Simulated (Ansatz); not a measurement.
**Energy of MgSi along an even scaling of the cell**

System: MgSi (P4/mmm, 2 atoms in the cell).
Method: Kohn-Sham DFT of a periodic cell, LDA, all-electron LAPW, scalar-relativistic, no spin polarisation (Ansatz 0.2.0).

The 7 runs differ only in the geometry, by an even scaling of the cell at fixed fractional positions. The structure derives from a Materials Project entry.

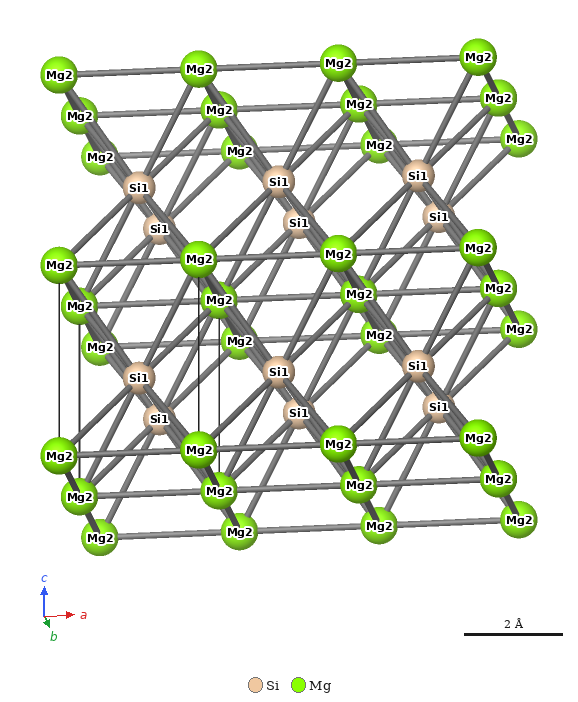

Figure 1. The structure of run 4 (ball-and-stick view of the cell of the calculation, repeated 3 × 2 × 2, seen at an oblique angle; atoms are numbered from 1 in the order of the input).

**Input of run 4**
```yaml
crystal:
  lattice:
    - [2.908394, 0.0, 0.0]
    - [0.0, 2.908394, 0.0]
    - [0.0, 0.0, 4.103427]
  atoms:
    - { symbol: Si, position: [0.5, 0.5, 0.5] }
    - { symbol: Mg, position: [0.0, 0.0, 0.0] }
kpoints:
  mp_grid: { grid: [9, 9, 7] }
scf:
  occupations: { method: fermi_dirac, width: 0.05 }
hamiltonian:
  xc: lda
  pseudopotentials: { kind: all_electron, lapw: { basis_error: 0.001 } }
output:
  forces: true
  stress: true
  eigenvalues: true
```

Command:
```bash
ansatz run input.yaml --threads 1 --pin off --max-ram 3072MiB --backend cpu --events-out ev --progress --plain --runs-dir out
```

Run 6 differs from it as follows:
```diff
-    - [2.908394, 0.0, 0.0]
-    - [0.0, 2.908394, 0.0]
-    - [0.0, 0.0, 4.103427]
+    - [2.9466667311, 0.0, 0.0]
+    - [0.0, 2.9466667311, 0.0]
+    - [0.0, 0.0, 4.1574256529]
```

**Results, with one run withheld**

```tsv
run	volume per atom (Å³)	free energy per atom, from the lowest run given (meV)	pressure (GPa)
1	16.314	0.00	0.72
2	16.661	0.02	−0.72
3	17.008	3.03	−2.02
4	17.355	8.71	−3.19
5	17.702	16.79	−4.24
6	18.049	?	?
7	18.396	39.18	−6.02
```

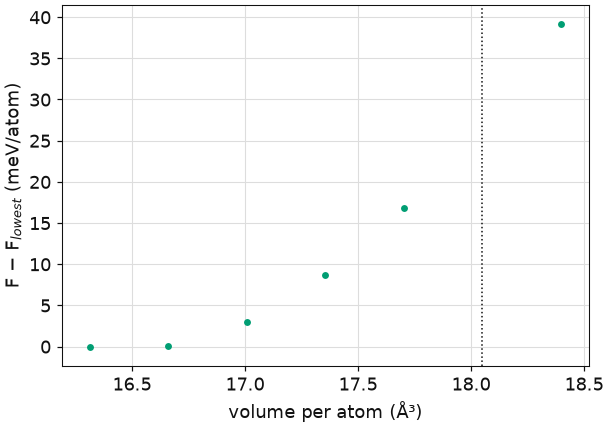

Figure 2. Free energy per atom of the runs given; the dotted line marks run 6.

Estimate the energy of run 6 from the others.

A cubic polynomial in V^(−2/3) (the Birch–Murnaghan form), fitted to the 6 runs given, misses them by under 0.01 meV per atom. With x = V^(−2/3) − 0.14998 Å⁻², it reads F = 6.1434 − 2951.9 x + 3.3271e+05 x² + 2.369e+05 x³ (meV per atom). At run 6 it gives 27.02 meV per atom, and the run itself gives 27.03. The slope of the fit gives a pressure −dF/dV of −5.19 GPa there, and the run prints −5.18 GPa. The fit has its minimum at 16.483 Å³ per atom, where V d²F/dV² gives 69.2 GPa. Cell shape and fractional positions are held, so this is the stiffness under even scaling; the relaxed bulk modulus wasn't computed.

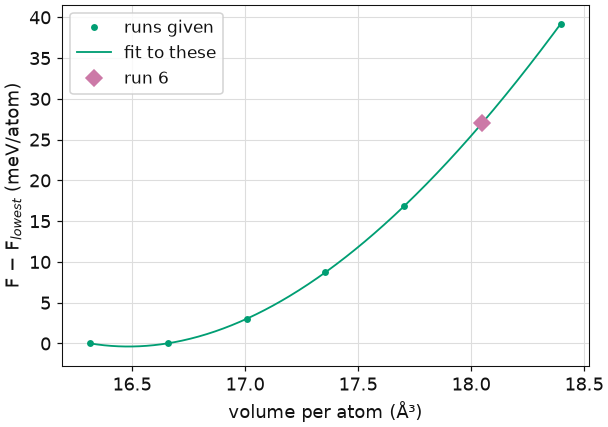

Figure 3. The fit and the withheld run.

**Output, shortened to warnings, some set-up lines, iterations and results (run 6)**
```
Basis set: ecut = 134.39204622978 eV, 123 PW (Γ), exchange–correlation at level 2
Symmetry: 16 space group operations
k-points: 60 of 567
Initial density: superposition of atomic densities (chi_scale 0.1, normalization cell, long waves kept (reshape's long-wave potential 0.00 eV rms))
[...]
SCF iter   1: F=—  HF=-13294.385358 eV  |F-HF|=—  |Δ(HF+E_count)|=         —  Δρ=2.05e-2  dr2=3.75e-1  ethr=1.70e-3  ⟨swp⟩=2.0  Hψ=6381  notcnv=0
SCF iter   2: F=—  HF=-13294.287349 eV  |F-HF|=—  |Δ(HF+E_count)|=   9.80e-2  Δρ=1.34e-2  dr2=1.67e-1  ethr=1.70e-3  ⟨swp⟩=2.0  Hψ=2815  notcnv=0
SCF iter   3: F=—  HF=-13294.242673 eV  |F-HF|=—  |Δ(HF+E_count)|=   4.47e-2  Δρ=3.45e-3  dr2=1.32e-2  ethr=5.98e-5  ⟨swp⟩=2.0  Hψ=4740  notcnv=0
SCF iter   4: F=—  HF=-13294.237284 eV  |F-HF|=—  |Δ(HF+E_count)|=   5.39e-3  Δρ=8.68e-4  dr2=9.37e-4  ethr=5.98e-5  ⟨swp⟩=2.9  Hψ=2871  notcnv=0
SCF iter   5: F=—  HF=-13294.236938 eV  |F-HF|=—  |Δ(HF+E_count)|=   3.46e-4  Δρ=2.77e-4  dr2=9.33e-5  ethr=4.26e-6  ⟨swp⟩=2.0  Hψ=2583  notcnv=0
SCF iter   6: F=—  HF=-13294.236910 eV  |F-HF|=—  |Δ(HF+E_count)|=   2.73e-5  Δρ=4.69e-5  dr2=2.48e-6  ethr=4.24e-7  ⟨swp⟩=2.0  Hψ=2585  notcnv=0
SCF iter   7: F=-13294.236910 eV  HF=-13294.236910 eV  |F-HF|=7.82e-9  |Δ(HF+E_count)|=   7.25e-7  Δρ=3.12e-6  dr2=1.02e-8  ethr=1.13e-8  ⟨swp⟩=2.3  Hψ=2600  notcnv=0
SCF 1 converged in 7 iterations: F = -13294.236910 eV  dr2 = 1.02e-8
SCF converged after 7 iterations
Free energy (F): -13294.236910 eV
Harris-Foulkes:  -13294.236910 eV  (|F-HF|=7.82e-9)
Internal energy: -13294.229110 eV  (E = F + TS)
E sigma→0 (E₀):  -13294.233010 eV
Entropy (-TS):   -0.007800 eV (-3.900 meV/atom)
Fermi energy:    8.148009 eV
--- Per-component energies (eV) ---
  E_band       = -1062.985428
  E_kinetic    = 13306.255460
  E_xc         = -964.267226
  E_electrostatic = -25636.217344  (all electrons and nuclei)
  E_smearing   = -0.007800  (= −TS)
  E_closure    = 0.000000  (closes the sum)
  E_atoms      = -13286.708862  (free atoms, spherical and without spin; not in F)
  Σ components = -13294.236910   (vs F -13294.236910, Δ=0.00e0)
  Basis errors (estimates in eV, not in F): energy 2.1e-4 per atom: plane waves 1.8e-4 (9.4e-5 summed), levels above the bands 1.7e-47, relativity 3.5e-10, radial functions 2.7e-5, core shells 6.4e-12; eigenvalues (radial functions only) 3.8e-6; not estimated: angular momenta, meshes, grids; target …
--- Forces (eV/Å), atoms counted from 1 ---
  atom   1  Si    -0.00000000    -0.00000000     0.00000000
  atom   2  Mg    -0.00000000     0.00000000     0.00000000
  max |Σ_I F_I| component: 5.55e-31 eV/Å
--- Stress (GPa, compression-positive) ---
       -3.137600       0.000000       0.000000
        0.000000      -3.137600       0.000000
        0.000000       0.000000      -9.267255
  P = ⅓ Tr σ = -5.1808 GPa (-51.808 kbar)
```
